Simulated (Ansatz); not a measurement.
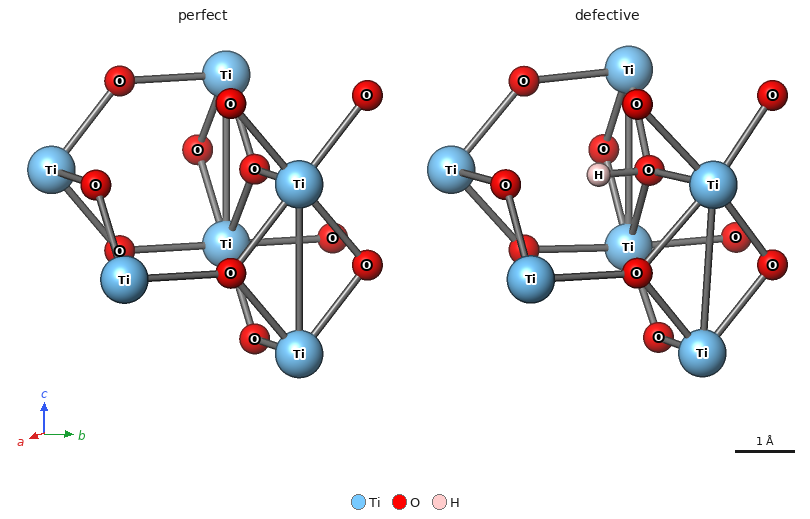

Left: perfect TiO2. Right: the same region with one point defect, after relaxing the atoms in a supercell of 72 sites. Style: ball-and-stick. Shown: the atoms within 3.3 Å of one point, slightly off an axis.

These are results of DFT, PBEsol, PAW, plane waves in Ansatz, not measurements. (plane-wave cutoff 420 eV; k-point mesh 1 × 1 × 1; mesh shifted by (0.25, 0.25, 0.25); collinear spin) Fermi-Dirac smearing of 0.01 eV. A uniform background neutralises the charged cell. The axes drawn are those of the host's conventional cell.

Which defect is it?

An extra hydrogen atom is put between the host's atoms (an interstitial).

The charge state of the cell is −1.

How does the lattice respond?

The H atom starts with 1 O at 1.29 Å around its place and ends with 1 O at 1.00 Å. Of the host's atoms, an oxygen atom moves furthest from its site, by 0.22 Å. The H atom itself moves 1.68 Å from where it was put. The cell's net moment is 2.00 μB.

Limits of the set-up: the cell is charged, on a uniform background, and energies carry no finite-size correction.
